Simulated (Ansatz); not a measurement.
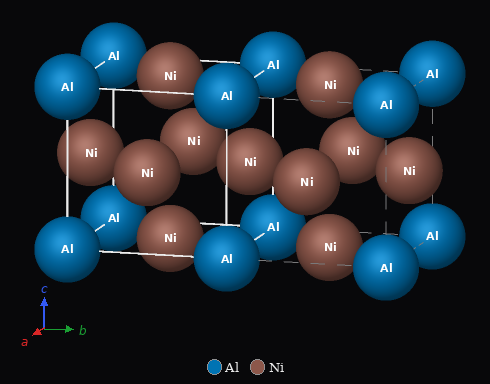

The crystal in a spheres-only representation, seen slightly off an axis. Shown are 1×2×1 repeats of the conventional unit cell, one of them outlined in solid lines. Cell: a = 3.567 Å, b = 3.567 Å, c = 3.567 Å, α = 90.00°, β = 90.00°, γ = 90.00°.

The solid is AlNi3. The atoms follow space group Pm-3m (No. 221); the Bravais lattice is primitive cubic. The arrangement is known as Cu₃Au (L1₂) type. With Z = 1, the cell contains 1 Al, 3 Ni. Each Al has twelve Ni in a cuboctahedral arrangement at about 2.5 Å. Each Ni has eight Ni and four Al in a cuboctahedral arrangement (about 2.5 Å to Ni, 2.5 Å to Al).

The model was built from a structure listed in the Materials Project, with elements exchanged, so it need not be a known form of the compound. This is the structure after a relaxation with DFT PBE, scalar-relativistic, plane waves, PAW (Ansatz 0.2.0).
